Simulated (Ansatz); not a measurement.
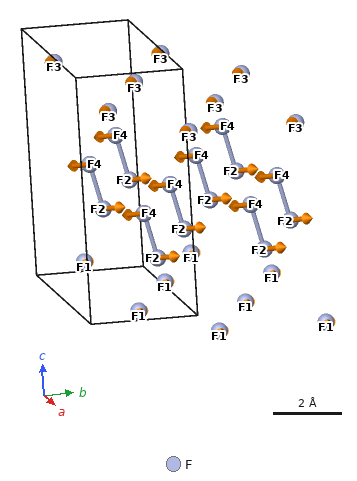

A relaxation of crystalline F (set up in C2/c). The starting structure is drawn; orange arrows show the displacements (the part carried along by the change of the cell is left out), magnified 5 times.

The picture is a ball-and-stick view of the conventional cell (2 times the calculation's cell), repeated 2 × 2 × 1 with one cell outlined, seen slightly off an axis. Lengths and directions refer to the drawn axes.

Phase: solid alpha-F2.

Level of theory: Ansatz 0.2.0, DFT, r2SCAN, plane waves (500 eV) with PAW, scalar-relativistic. Set-up: plane-wave cutoff 500 eV; k-point mesh 6 × 6 × 3; occupations fermi dirac; smearing width 0.05 eV; no spin polarisation; cell and atoms relaxed; force threshold 0.01 eV/Å; at most 60 steps.

Describe the change and its energy.

The largest moves relative to the cell, 0.20 Å, are those of F1, F2, F3 and F4. F2 goes roughly along [3 2 0]. The volume changes by −11.2 %, with a 5.500 → 5.117 Å (−7.0 %), b 3.280 → 3.359 Å (+2.4 %), c 7.280 → 6.635 Å (−8.9 %), β 102.2° → 89.9°. Some distances before and after: F1–F3 1.488 → 1.400 Å. The space group stays C2/c (No. 15). The energy falls by 66.8 meV per atom in 23 accepted moves (29 points after the start). The largest force component goes from 2.4 to 0.0014 eV/Å. The pressure goes from −6.73 to 0.00 GPa. The line search rejected the trial steps at points 6, 14, 23, 27 of the run. The SCF was repeated twice at an unchanged geometry on a basis and grid sized afresh for the cell, which shifted the energy by 3.0 meV per atom at most. Cost: 3.3 min on 1 thread of Intel(R) Xeon(R) Platinum 8259CL CPU @ 2.50GHz (Skylake/Cascade Lake) (shared host), peak memory 0.66 GiB.
